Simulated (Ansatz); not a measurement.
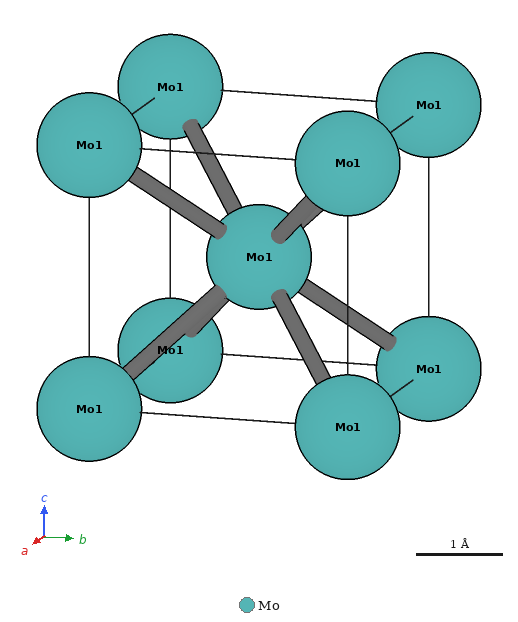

Fig. 1: The structure as given in the input (ball-and-stick view of the cell 2 times as large as that of the calculation, set on its symmetry axes, seen slightly off an axis; atoms are numbered from 1 in the order of the input). Near neighbours in the crystal (not all of them lie inside the picture): Mo has 8 Mo at 2.74 Å.

# What a change does: geometry relaxation on Mo

System: Mo (Im-3m, 1 atom in the cell).
Method of run 1: Kohn-Sham DFT of a periodic cell, PBEsol with D4, all-electron LAPW, scalar-relativistic, no spin polarisation (Ansatz 0.2.0).

The structure derives from a Materials Project entry. Text and figures count atoms from 1; the logs count them from 0 in places.

## Input file, run 1
```yaml
crystal:
  lattice:
    - [-1.5838089719, 1.5838089719, 1.5838089719]
    - [1.5838089719, -1.5838089719, 1.5838089719]
    - [1.5838089719, 1.5838089719, -1.5838089719]
  atoms:
    - { symbol: Mo, position: [0.0, 0.0, 0.0] }
kpoints:
  mp_grid: { grid: [12, 12, 12] }
scf:
  occupations: { method: fermi_dirac, width: 0.05 }
hamiltonian:
  xc: pbesol
  dispersion: d4
  pseudopotentials: { kind: all_electron, lapw: { basis_error: 0.001 } }
output:
  forces: true
  stress: true
relax:
  f_tol: 0.02
  max_steps: 60
  cell: {}
```

Command:
```bash
ansatz run input.yaml --threads 1 --pin off --max-ram 3072MiB --backend cpu --events-out ev --progress --plain --runs-dir out
```

Hardware: 1 thread of Arm Neoverse V1, 24 GiB of memory available, shared host.

## Output, shortened to warnings, some set-up lines, iterations and results (run 1)
```
Basis set: ecut = 264.93357717494456 eV, 141 PW (Γ), exchange–correlation at level 2
Symmetry: 48 space group operations
k-points: 72 of 1728
Initial density: superposition of atomic densities (chi_scale 0.1, normalization cell)
[...]
SCF iter   1: F=—  HF=-110120.350222 eV  |F-HF|=—  |Δ(HF+E_count)|=         —  Δρ=6.20e-2  dr2=3.91e-1  ethr=1.30e-3  ⟨swp⟩=2.1  Hψ=8363  notcnv=0
SCF iter   2: F=—  HF=-110119.692098 eV  |F-HF|=—  |Δ(HF+E_count)|=   6.58e-1  Δρ=2.60e-2  dr2=8.15e-2  ethr=1.30e-3  ⟨swp⟩=2.2  Hψ=4250  notcnv=0  defer=1
SCF iter   3: F=—  HF=-110119.665182 eV  |F-HF|=—  |Δ(HF+E_count)|=         —  Δρ=1.50e-2  dr2=3.20e-2  ethr=2.72e-4  ⟨swp⟩=2.0  Hψ=3844  notcnv=0
SCF iter   4: F=—  HF=-110119.662634 eV  |F-HF|=—  |Δ(HF+E_count)|=   2.55e-3  Δρ=5.47e-3  dr2=5.24e-3  ethr=1.07e-4  ⟨swp⟩=2.0  Hψ=3820  notcnv=0
SCF iter   5: F=—  HF=-110119.663157 eV  |F-HF|=—  |Δ(HF+E_count)|=   5.23e-4  Δρ=1.32e-3  dr2=2.58e-4  ethr=8.60e-7  ⟨swp⟩=2.0  Hψ=6720  notcnv=0
[... 29 lines ...]
relax step   5: F+E_penalty+E_count = -110119.69482192 eV  Δ(F+E_penalty+E_count) = -5.427e-6 eV  max|allowed force component| = 0.000e0 eV/Å  Δτ_max = 0.0000 Å  P = -0.002 …
SCF iter   1: F=—  HF=-110119.694823 eV  |F-HF|=—  |Δ(HF+E_count)|=         —  Δρ=4.83e-6  dr2=1.69e-9  ethr=1.42e-11  ⟨swp⟩=7.7  Hψ=9189  notcnv=0  reapply=13
SCF iter   2: F=-110119.694823 eV  HF=-110119.694823 eV  |F-HF|=3.64e-10  |Δ(HF+E_count)|=   8.96e-8  Δρ=2.55e-6  dr2=5.32e-10  ethr=5.65e-12  ⟨swp⟩=2.8  Hψ=4044  notcnv=0
SCF 6 converged in 2 iterations: F = -110119.694823 eV  dr2 = 5.32e-10
relax step   6: F+E_penalty+E_count = -110119.69482270 eV  Δ(F+E_penalty+E_count) = -7.853e-7 eV  max|allowed force component| = 0.000e0 eV/Å  Δτ_max = 0.0000 Å  P = -0.002 …
basis re-selected at this cell: Δ(F+E_penalty+E_count) = -7.853e-7 eV, ΔP = -0.000 GPa vs the last step (what re-selecting the basis moved, after the strain that the cell walked since its last selection, with what the two solves' SCF thresholds leave and, on support functions, any second-order …
SCF converged after 2 iterations
Free energy (F): -110119.694823 eV
Harris-Foulkes:  -110119.694823 eV  (|F-HF|=3.64e-10)
Internal energy: -110119.692641 eV  (E = F + TS)
E sigma→0 (E₀):  -110119.693732 eV
Entropy (-TS):   -0.002182 eV (-2.182 meV/atom)
Fermi energy:    24.134434 eV
--- Per-component energies (eV) ---
  E_band       = -4054.007688
  E_kinetic    = 114108.989667
  E_xc         = -3312.278000
  E_electrostatic = -220916.037671  (all electrons and nuclei)
  E_disp       = -0.366637  (pairwise vdW)
  E_smearing   = -0.002182  (= −TS)
  E_closure    = 0.000000  (closes the sum)
  E_atoms      = -110107.552781  (free atoms, spherical and without spin; not in F)
  Σ components = -110119.694823   (vs F -110119.694823, Δ=0.00e0)
  Basis errors (estimates in eV, not in F): energy 2.5e-4 per atom: plane waves 2.1e-4 (1.2e-4 summed), levels above the bands 1.1e-83, relativity 1.2e-8, radial functions 3.8e-5, core shells 5.6e-7; eigenvalues (radial functions only) 1.4e-6; not estimated: angular momenta, meshes, grids; target …
--- Forces (eV/Å), atoms counted from 1 ---
  atom   1  Mo     0.00000000     0.00000000     0.00000000
  max |Σ_I F_I| component: 4.34e-31 eV/Å
--- Stress (GPa, compression-positive) ---
       -0.002327       0.000000      -0.000000
        0.000000      -0.002327      -0.000000
       -0.000000      -0.000000      -0.002327
  P = ⅓ Tr σ = -0.0023 GPa (-0.023 kbar)
--- Relaxed structure (5 steps of the walk, 4 accepted, 1 SCFs on fresh bases) ---
  F+E_penalty+E_count = -110119.69482270 eV   max|allowed force component| = 0.000e0 eV/Å   (the final SCF, on the basis selected at the relaxed cell)
  cell:  # Å, volume = 15.1345 Å³
    - [-1.5582455620224982, 1.5582455620224984, 1.5582455620224982]
    - [1.5582455620224982, -1.5582455620224984, 1.5582455620224982]
    - [1.5582455620224982, 1.5582455620224984, -1.5582455620224982]
  atoms:
    - { symbol: Mo, position: [0.0, 0.0, 0.0] }
```

The input of run 2 differs as follows (lines with − go, lines with + come):
```diff
-  xc: pbesol
+  xc: revpbe
```

What does this change do to the results?

The total energies belong to different methods, so their difference says nothing on which is more stable or more accurate. The volume per atom goes from 15.13 to 15.36 Å³. The functional changes from PBEsol to revPBE. The SCF takes 23 iterations over all geometry steps against 27.

## Output, shortened to warnings, some set-up lines, iterations and results (run 2)
```
Basis set: ecut = 265.4124410290169 eV, 141 PW (Γ), exchange–correlation at level 2
Symmetry: 48 space group operations
k-points: 72 of 1728
Initial density: superposition of atomic densities (chi_scale 0.1, normalization cell)
[...]
SCF iter   1: F=—  HF=-110184.383973 eV  |F-HF|=—  |Δ(HF+E_count)|=         —  Δρ=6.09e-2  dr2=3.78e-1  ethr=1.26e-3  ⟨swp⟩=2.1  Hψ=8367  notcnv=0
SCF iter   2: F=—  HF=-110183.808382 eV  |F-HF|=—  |Δ(HF+E_count)|=   5.76e-1  Δρ=2.70e-2  dr2=8.71e-2  ethr=1.26e-3  ⟨swp⟩=2.1  Hψ=4251  notcnv=0
SCF iter   3: F=—  HF=-110183.788509 eV  |F-HF|=—  |Δ(HF+E_count)|=         —  Δρ=1.55e-2  dr2=3.38e-2  ethr=2.90e-4  ⟨swp⟩=2.0  Hψ=3838  notcnv=0
SCF iter   4: F=—  HF=-110183.788197 eV  |F-HF|=—  |Δ(HF+E_count)|=   3.12e-4  Δρ=5.50e-3  dr2=5.29e-3  ethr=1.13e-4  ⟨swp⟩=2.0  Hψ=3840  notcnv=0
SCF iter   5: F=—  HF=-110183.789001 eV  |F-HF|=—  |Δ(HF+E_count)|=   8.04e-4  Δρ=1.35e-3  dr2=2.67e-4  ethr=8.91e-7  ⟨swp⟩=2.0  Hψ=6721  notcnv=0
[... 23 lines ...]
relax step   4: F+E_penalty+E_count = -110183.80394531 eV  Δ(F+E_penalty+E_count) = -2.015e-4 eV  max|allowed force component| = 0.000e0 eV/Å  Δτ_max = 0.0000 Å  P = -0.019 …
SCF iter   1: F=—  HF=-110183.803945 eV  |F-HF|=—  |Δ(HF+E_count)|=         —  Δρ=1.50e-5  dr2=1.78e-8  ethr=3.60e-11  ⟨swp⟩=7.3  Hψ=8752  notcnv=0  reapply=1
SCF iter   2: F=-110183.803945 eV  HF=-110183.803945 eV  |F-HF|=4.47e-9  |Δ(HF+E_count)|=   2.49e-7  Δρ=1.04e-5  dr2=9.77e-9  ethr=3.60e-11  ⟨swp⟩=2.7  Hψ=4033  notcnv=0
SCF 5 converged in 2 iterations: F = -110183.803945 eV  dr2 = 9.77e-9
relax step   5: F+E_penalty+E_count = -110183.80394489 eV  Δ(F+E_penalty+E_count) = +4.247e-7 eV  max|allowed force component| = 0.000e0 eV/Å  Δτ_max = 0.0000 Å  P = -0.018 …
basis re-selected at this cell: Δ(F+E_penalty+E_count) = +4.247e-7 eV, ΔP = +0.000 GPa vs the last step (what re-selecting the basis moved, after the strain that the cell walked since its last selection, with what the two solves' SCF thresholds leave and, on support functions, any second-order …
SCF converged after 2 iterations
Free energy (F): -110183.803945 eV
Harris-Foulkes:  -110183.803945 eV  (|F-HF|=4.47e-9)
Internal energy: -110183.801579 eV  (E = F + TS)
E sigma→0 (E₀):  -110183.802762 eV
Entropy (-TS):   -0.002366 eV (-2.366 meV/atom)
Fermi energy:    23.920088 eV
--- Per-component energies (eV) ---
  E_band       = -4063.742169
  E_kinetic    = 114186.366687
  E_xc         = -3376.686319
  E_electrostatic = -220992.513148  (all electrons and nuclei)
  E_disp       = -0.968800  (pairwise vdW)
  E_smearing   = -0.002366  (= −TS)
  E_closure    = 0.000000  (closes the sum)
  E_atoms      = -110172.361641  (free atoms, spherical and without spin; not in F)
  Σ components = -110183.803945   (vs F -110183.803945, Δ=0.00e0)
  Basis errors (estimates in eV, not in F): energy 2.4e-4 per atom: plane waves 2.1e-4 (1.1e-4 summed), levels above the bands 5.2e-83, relativity 4.5e-8, radial functions 3.6e-5, core shells 4.7e-7; eigenvalues (radial functions only) 1.4e-6; not estimated: angular momenta, meshes, grids; target …
--- Forces (eV/Å), atoms counted from 1 ---
  atom   1  Mo     0.00000000     0.00000000     0.00000000
  max |Σ_I F_I| component: 1.81e-31 eV/Å
--- Stress (GPa, compression-positive) ---
       -0.018071       0.000000      -0.000000
        0.000000      -0.018071       0.000000
       -0.000000       0.000000      -0.018071
  P = ⅓ Tr σ = -0.0181 GPa (-0.181 kbar)
--- Relaxed structure (4 steps of the walk, 3 accepted, 1 SCFs on fresh bases) ---
  F+E_penalty+E_count = -110183.80394489 eV   max|allowed force component| = 0.000e0 eV/Å   (the final SCF, on the basis selected at the relaxed cell)
  cell:  # Å, volume = 15.3611 Å³
    - [-1.5659840012697182, 1.5659840012697182, 1.5659840012697182]
    - [1.5659840012697182, -1.5659840012697182, 1.5659840012697182]
    - [1.5659840012697182, 1.5659840012697182, -1.5659840012697182]
  atoms:
    - { symbol: Mo, position: [0.0, 0.0, 0.0] }
```

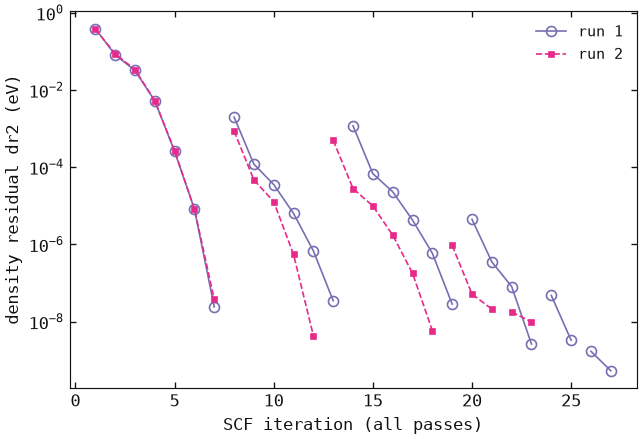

Fig. 2: Convergence of the two runs: density residual dr2 against the SCF iteration. A break in a curve parts two SCF passes. Run 1 takes 27 iterations in all, and run 2 takes 23.

## The two runs side by side

```tsv
quantity	run 1	run 2
outcome	converged	converged
free energy per atom (eV)	−110119.6948	−110183.8039
energy per atom, smearing taken to zero (eV)	−110119.6937	−110183.8028
pressure (GPa)	0.00	−0.02
volume per atom (Å³)	15.13	15.36
largest force (eV/Å)	0.000	0.000
SCF iterations	27	23
irreducible k-points	72	72
```
